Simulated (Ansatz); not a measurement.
Geometry relaxation, with input and output: GaAs

The run: geometry relaxation of GaAs (F-43m, 2 atoms in the cell). Method and program: DFT LDA, scalar-relativistic, plane waves, PAW, no spin polarisation (Ansatz 0.2.0).

The structure derives from a Materials Project entry. Figures and captions count atoms from 1; the log counts them from 0 in places.

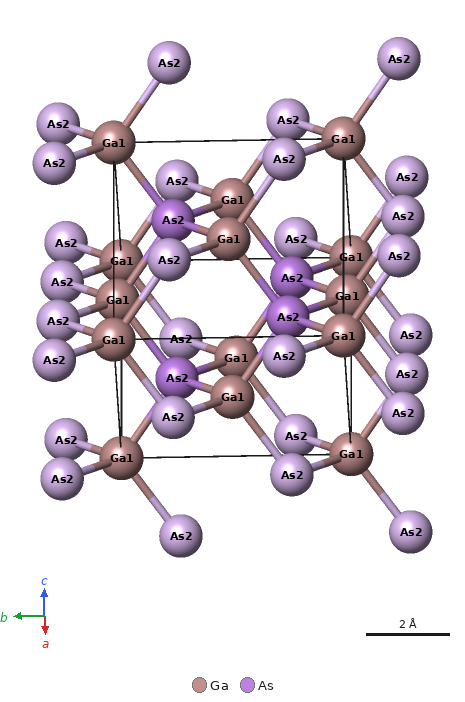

*The structure as given in the input (ball-and-stick view of the cell 4 times as large as that of the calculation, set on its symmetry axes, seen at an oblique angle; neighbours outside the cell are drawn fainter; atoms are numbered from 1 in the order of the input). An atom can appear more than once, as a periodic image.*

Input file:
```yaml
crystal:
  lattice:
    - [0.0, 2.8016907946, 2.8016907946]
    - [2.8016907946, 0.0, 2.8016907946]
    - [2.8016907946, 2.8016907946, 0.0]
  atoms:
    - { symbol: Ga, position: [0.0, 0.0, 0.0] }
    - { symbol: As, position: [0.75, 0.75, 0.75] }
basis:
  ecutwfc: 420
kpoints:
  mp_grid: { grid: [12, 12, 12] }
hamiltonian:
  xc: lda
scf:
  occupations: { method: gaussian, width: 0.02 }
output:
  forces: true
  stress: true
  eigenvalues: true
  write_density: true
  write_potential: true
  elf: true
  volumetric_format: npy
relax:
  adjacent_minimum: "off"
  f_tol: 0.005
  max_steps: 80
  cell: { stress_tol: 0.05 }
```

Hardware: 8 threads of Arm Neoverse V2, 24 GiB of memory available, shared host.

Run as:
```bash
ansatz run input.yaml --threads 8 --pin off --max-ram 20480MiB --backend cpu --events-out ev --progress --plain --runs-dir out
```

Output:
```
Engine: ansatz 0.2.0, aarch64-unknown-linux-gnu
Pseudopotentials: kind: paw
Pseudopotential: Ga, paw, valence charge 13, recommended cutoff 420 eV (normal), Ga.paw.azcp
Pseudopotential: As, paw, valence charge 15, recommended cutoff 420 eV (normal), As.paw.azcp
Functional definition: SPW92
  exchange = slater_x
  correlation = pw_c
Crystal: 2 atoms, lattice volume = 43.984 Å³
Basis set: ecut = 420 eV, 869 PW (Γ)
Bands: 18, of which v1, the nominal top of the filled ones, is band 14 counted from 1 (13 counted from 0)
Symmetry: 24 space group operations
Space group: F-43m (ITA 216), of the structure as read, at distance tolerance 3.5e-5 Å
k-points: 72 of 1728 (time reversal used)
Non-local potential: Ga, projectors of the file, l = 0: 2, l = 1: 2, l = 2: 3, l = 3: 1
Non-local potential: As, projectors of the file, l = 0: 2, l = 1: 2, l = 2: 3, l = 3: 1
PAW form: soft (Blöchl's): semilocal exchange-correlation on the pseudo side does not see the compensation charge
PAW frozen core: Ga, regenerated for the run's functional, and the local potential with it (the file was generated under x = pbe(κ = 0.804, μ = 0.2195149727645171), c = pbe(β = 0.06672455060314922))
PAW frozen core: As, regenerated for the run's functional, and the local potential with it (the file was generated under x = pbe(κ = 0.804, μ = 0.2195149727645171), c = pbe(β = 0.06672455060314922))
PAW one-centre angular grid: Ga, 590 points (default); XC on 64 Gauss nodes
PAW one-centre angular grid: As, 590 points (default); XC on 64 Gauss nodes
Initial density: superposition of atomic densities (neutral atoms: chi_scale 0, normalization atom), corrected by the library's trained network
Initial wavefunctions: pseudopotential atomic-orbital guess
Functional: x = slater, c = lda
SCF iter   1: F=—  HF=-8481.300563 eV  |F-HF|=—  |Δ(HF+E_count)|=         —  Δρ=5.23e-3  dr2=7.73e-3  ethr=1.77e-3  ⟨swp⟩=6.0  Hψ=6131  notcnv=0
preconditioner: auto → none  [insulator: Δε(μ)=0.459 eV  Ē_g=15.596 eV  σ=0.020 eV  W_gap=1.00  n_scr=14 (ndim 8)  ℏωp=23.8 eV  f_vac=0.078  D(μ)=0.00/eV (n_scr^D=0)  ε∞_Penn≈3.3]
SCF iter   2: F=—  HF=-8481.297703 eV  |F-HF|=—  |Δ(HF+E_count)|=   2.86e-3  Δρ=2.55e-3  dr2=1.06e-3  ethr=2.76e-5  ⟨swp⟩=2.5  Hψ=2751  notcnv=0
SCF iter   3: F=—  HF=-8481.297637 eV  |F-HF|=—  |Δ(HF+E_count)|=   6.54e-5  Δρ=6.99e-4  dr2=1.81e-4  ethr=3.78e-6  ⟨swp⟩=2.0  Hψ=2222  notcnv=0
SCF iter   4: F=—  HF=-8481.297564 eV  |F-HF|=—  |Δ(HF+E_count)|=   7.28e-5  Δρ=2.64e-4  dr2=1.35e-5  ethr=6.47e-7  ⟨swp⟩=2.0  Hψ=1956  notcnv=0
SCF iter   5: F=—  HF=-8481.297563 eV  |F-HF|=—  |Δ(HF+E_count)|=   1.17e-6  Δρ=1.51e-5  dr2=1.00e-7  ethr=4.84e-8  ⟨swp⟩=2.1  Hψ=1738  notcnv=0
SCF iter   6: F=-8481.297563 eV  HF=-8481.297563 eV  |F-HF|=4.32e-9  |Δ(HF+E_count)|=  1.29e-10  Δρ=4.55e-6  dr2=4.66e-9  ethr=3.57e-10  ⟨swp⟩=8.4  Hψ=8256  notcnv=0
SCF 1 converged in 6 iterations: F = -8481.297563 eV  dr2 = 4.66e-9
  greatest PAW one-centre occupation: 0.999 electrons in one spin orbital (limit 2), on the As atom at site 1 (counted from 0), in its partial waves of l = 2
relax step   1: F+E_penalty+E_count = -8481.29756326 eV  Δ(F+E_penalty+E_count) = +0.000e0 eV  max|allowed force component| = 1.018e-16 eV/Å  Δτ_max = 0.0000 Å  P = -0.006 GPa  Ω = 43.984 Å³  (6 SCF iters, dr2 threshold 1.00e-7 eV, accepted)
Initial density: handed on by an earlier stage of this run
Initial wavefunctions: pseudopotential atomic-orbital guess (no wavefunctions were taken with the density)
iter 1 solved again at ethr=3.11e-7 eV; its pass at ethr=3.10e-3 eV (dr2=8.70e-5 eV) is discarded
SCF iter   1: F=—  HF=-8481.297566 eV  |F-HF|=—  |Δ(HF+E_count)|=         —  Δρ=4.82e-6  dr2=5.21e-9  ethr=3.11e-7  ⟨swp⟩=2.9  Hψ=9139  notcnv=0
eigensolver tolerance schedule: the retry pair's looser diagonalisation over-reported the residual by 16699.86 of it (diagonalisation noise at an unbounded share of the residual, at the tolerance the schedule requests for it); recorded, not acted on — ethr = c·dr2/N_el stays at c = 1.0e-1
preconditioner: auto → none  [insulator: Δε(μ)=0.486 eV  Ē_g=15.593 eV  σ=0.020 eV  W_gap=1.00  n_scr=14 (ndim 8)  ℏωp=23.8 eV  f_vac=0.068  D(μ)=0.00/eV (n_scr^D=0)  ε∞_Penn≈3.3]
SCF iter   2: F=—  HF=-8481.297563 eV  |F-HF|=—  |Δ(HF+E_count)|=   2.97e-6  Δρ=2.02e-6  dr2=1.12e-9  ethr=1.86e-11  ⟨swp⟩=3.1  Hψ=2715  notcnv=0
SCF iter   3: F=—  HF=-8481.297563 eV  |F-HF|=—  |Δ(HF+E_count)|=  3.62e-10  Δρ=1.01e-6  dr2=2.43e-10  ethr=4.01e-12  ⟨swp⟩=3.0  Hψ=2295  notcnv=0
SCF iter   4: F=—  HF=-8481.297563 eV  |F-HF|=—  |Δ(HF+E_count)|=  1.27e-11  Δρ=3.49e-7  dr2=3.50e-11  ethr=1.00e-12  ⟨swp⟩=1.8  Hψ=1397  notcnv=0
SCF iter   5: F=-8481.297563 eV  HF=-8481.297563 eV  |F-HF|=0.00e0  |Δ(HF+E_count)|=  3.64e-12  Δρ=8.80e-8  dr2=2.26e-12  ethr=1.00e-12  ⟨swp⟩=5.0  Hψ=5547  notcnv=0
SCF 2 converged in 5 iterations: F = -8481.297563 eV  dr2 = 2.26e-12
relax step   2: F+E_penalty+E_count = -8481.29756326 eV  Δ(F+E_penalty+E_count) = -2.792e-9 eV  max|allowed force component| = 1.573e-16 eV/Å  Δτ_max = 0.0000 Å  P = -0.006 GPa  Ω = 43.984 Å³  stress off target by 5.67e-3 GPa  SCF on the basis re-selected at this cell (its energy is not comparable with the rows above)  (5 SCF iters)
```

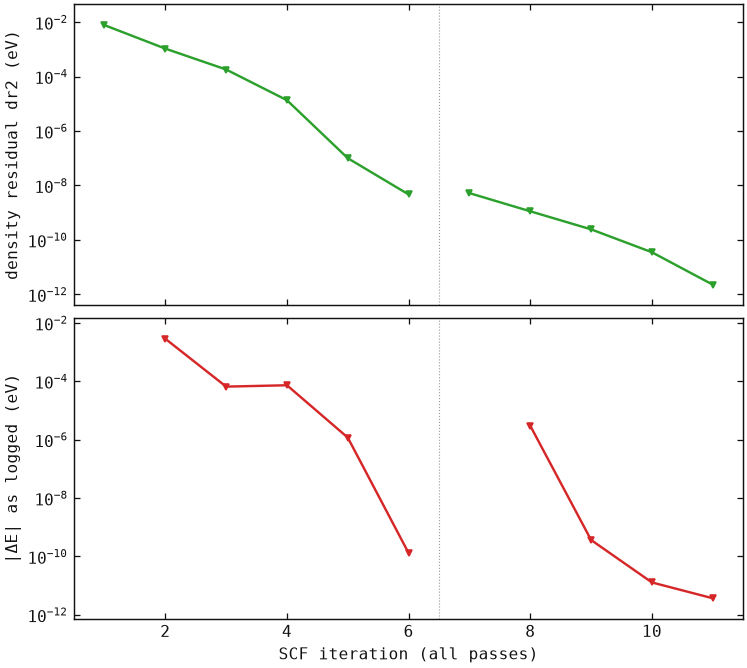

*Convergence of the self-consistent field: density residual dr2 and size of the energy change against the SCF iteration. The dotted lines part the SCF passes of the relaxation: geometry steps, rejected trials and re-solves on a re-selected basis.*

The passes take 6 and 5 iterations.

```
basis re-selected at this cell: Δ(F+E_penalty+E_count) = -2.792e-9 eV, ΔP = +0.000 GPa vs the last step (what re-selecting the basis moved, of the pressure what is left beyond the Pulay correction that the steps carried, after the strain that the cell walked since its last selection, with what the two solves' SCF thresholds leave and, on support functions, any second-order correction that the steps lacked; it is no measure of the basis error at this ecutwfc). This SCF's stress stands 5.67e-3 GPa from its target on what of the cell is left free (relax.cell.stress_tol is 5.00e-2 GPa) and its largest allowed force component is 1.57e-16 eV/Å (relax.f_tol is 5.00e-3 eV/Å): within both
SCF converged after 5 iterations
Free energy (F): -8481.297563 eV
Harris-Foulkes:  -8481.297563 eV  (|F-HF|=0.00e0)
Internal energy: -8481.297563 eV  (E = F + TS)
E sigma→0 (E₀):  -8481.297563 eV
Fermi energy:    8.481511 eV
--- Per-component energies (eV) ---
  E_band       = -315.035859
  E_kinetic    = 220.937655
  E_local      = -3887.743045  (includes V_loc(G=0)·N_el)
  E_nonlocal   = -238.592256
  E_hartree    = 1958.217681
  E_xc         = -148.328579
  E_vxc        = -138.914590  (∫ρ·V_xc dr)
  E_paw        = -3666.630239  (= ΣΔE_a)
  E_vpaw       = -187.158984  (= ΣTr[D̂ρ^β])
  E_aug_tail   = -0.000107  (compensation charges beyond the density's cutoff)
  E_ewald      = -2722.962383
  E_core_change = 3.803710  (= ΣΔE_core)
  E_smearing   = -0.000000  (= −TS)
  E_closure    = 0.000000  (closes the sum)
  Σ components = -8481.297563   (vs F -8481.297563, Δ=0.00e0)
--- Forces (eV/Å), atoms counted from 1 ---
  atom   1  Ga    -0.00000000     0.00000000     0.00000000
  atom   2  As     0.00000000     0.00000000     0.00000000
  max |Σ_I F_I| component: 2.78e-16 eV/Å
--- Stress (GPa, compression-positive) ---
       -0.005675       0.000000       0.000000
       -0.000000      -0.005675       0.000000
        0.000000       0.000000      -0.005675
  P = ⅓ Tr σ = -0.0057 GPa (-0.057 kbar)
--- Band table (eV; the first three rows and the last of 72) ---
  k-point 0: bands = ["-27.0886", "-27.0886", "-27.0886", "-27.0775", "-27.0775", "-6.7099", "-6.7099", "-6.7099", "-6.6250", "-6.6250", "-4.7399", "8.2379", "8.2379", "8.2379", "8.7242", "11.9334", "11.9334", "11.9334"]
  k-point 1: bands = ["-27.0886", "-27.0885", "-27.0885", "-27.0775", "-27.0775", "-6.7170", "-6.7081", "-6.7081", "-6.6252", "-6.6252", "-4.6549", "6.9846", "8.1186", "8.1186", "9.5834", "12.0872", "12.1085", "12.1085"]
  k-point 2: bands = ["-27.0885", "-27.0883", "-27.0883", "-27.0775", "-27.0775", "-6.7353", "-6.7034", "-6.7034", "-6.6253", "-6.6253", "-4.4074", "5.4494", "7.8399", "7.8399", "9.8334", "12.4977", "12.4977", "12.8979"]
  k-point 71: bands = ["-27.0883", "-27.0879", "-27.0866", "-27.0777", "-27.0768", "-6.8182", "-6.6758", "-6.6621", "-6.6368", "-6.6214", "-2.0660", "1.4370", "4.5555", "4.7462", "12.8914", "12.8993", "13.6262", "14.2068"]
--- Relaxed structure (1 steps of the walk, 1 accepted, 1 SCFs on fresh bases) ---
  F+E_penalty+E_count = -8481.29756326 eV   max|allowed force component| = 1.573e-16 eV/Å   (the final SCF, on the basis selected at the relaxed cell)
  cell:  # Å, volume = 43.9836 Å³
    - [0.0, 2.8016907946, 2.8016907946]
    - [2.8016907946, 0.0, 2.8016907946]
    - [2.8016907946, 2.8016907946, 0.0]
  atoms:
    - { symbol: Ga, position: [0.0, 0.0, 0.0] }
    - { symbol: As, position: [0.7500000000000001, 0.7500000000000001, 0.7500000000000001] }
```

Trajectory as extended XYZ (Å, eV, eV/Å), 2 frames, from step=1 to step=2:
```
2
Lattice="0.0000 2.8017 2.8017 2.8017 0.0000 2.8017 2.8017 2.8017 0.0000" Properties=species:S:1:pos:R:3:forces:R:3 step=1 energy=-8481.29756 pressure_GPa=-0.01
Ga    0.0000    0.0000    0.0000    0.0000   0.0000   0.0000
As    4.2025    4.2025    4.2025    0.0000   0.0000   0.0000
2
Lattice="0.0000 2.8017 2.8017 2.8017 0.0000 2.8017 2.8017 2.8017 0.0000" Properties=species:S:1:pos:R:3:forces:R:3 step=2 energy=-8481.29756 pressure_GPa=-0.01
Ga    0.0000    0.0000    0.0000    0.0000   0.0000   0.0000
As    4.2025    4.2025    4.2025    0.0000   0.0000   0.0000
```

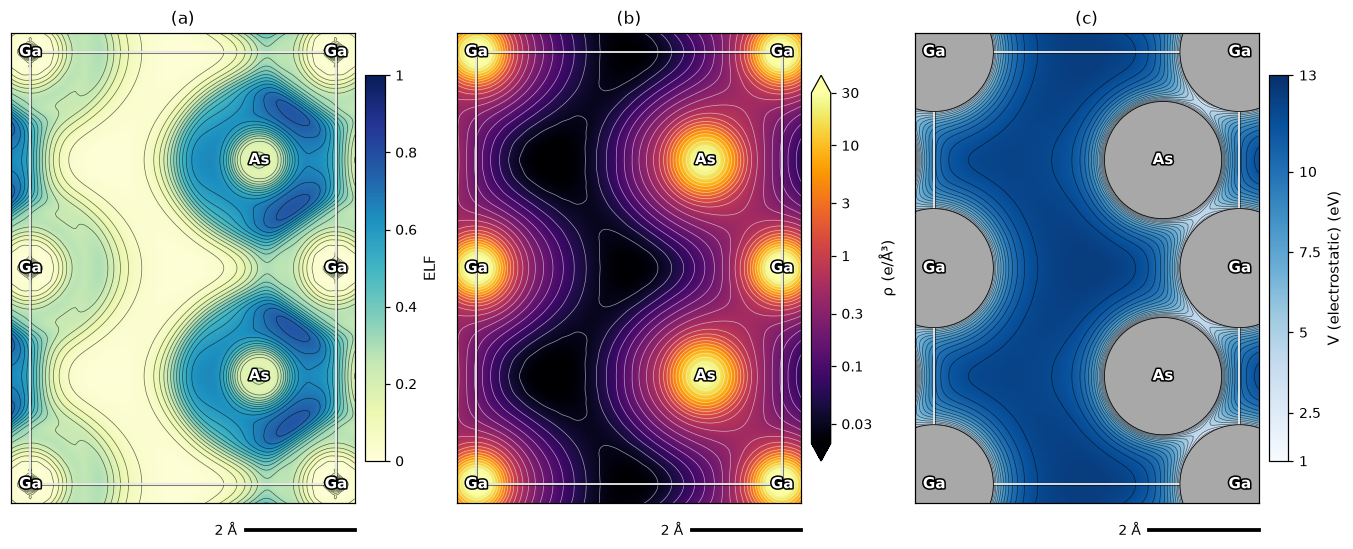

*(a) ELF; (b) valence charge density (pseudo); (c) electrostatic potential (local pseudopotential plus Hartree) felt by an electron on the (101) plane of the conventional cell. Grey discs, where drawn, cover atomic cores.*

The section cuts through Ga and As sites. Ga–As (2.43 Å): ρ is about 0.51 e/Å³ halfway; the ELF peaks at about 0.75 between the atoms, which marks a covalent bond. Away from the nuclei the density in this plane falls to 0.02 e/Å³ at its lowest. The strong features right at Ga lie inside the PAW spheres (semicore, d or f shells) and say nothing about bonding. Outside the cores the potential energy rises away from the atoms and is highest about 2.4 Å from the nearest atoms; outside the discs it spans about 11 eV, and its zero is arbitrary. In a PAW calculation such maps are meaningful between the atoms, not at the nuclei.

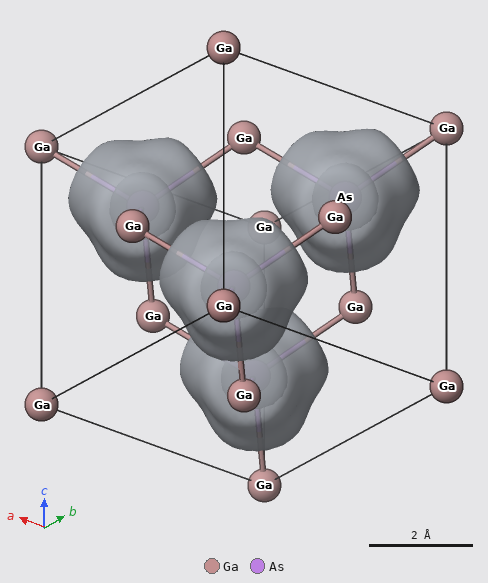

*Isosurface of the ELF at 0.55 (grey), seen at an oblique angle. Core shells and regions of very low density are left out. Sticks mark near contacts. The outline is the cell set on symmetry axes.*

Along the contacts the grid gives the following. Ga–As (2.43 Å): the ELF peaks at about 0.75 between the atoms (localised, shared-pair bonding).

Key numbers:

```tsv
quantity	value
outcome	converged
space group (tolerance 0.01 Å)	F-43m (216)
electrons treated	28
free energy	−8481.2976 eV
Fermi energy	8.482 eV
gap on the k-point mesh	0.49 eV
pressure	−0.01 GPa
final volume	43.98 Å³
largest force (length of the vector) at the end	under 0.001 eV/Å
final cell	a = 3.962 Å, b = 3.962 Å, c = 3.962 Å, α = 60.00°, β = 60.00°, γ = 60.00°
wall time	1.9 s (CPU time 12 s)
peak memory	0.44 GiB
```
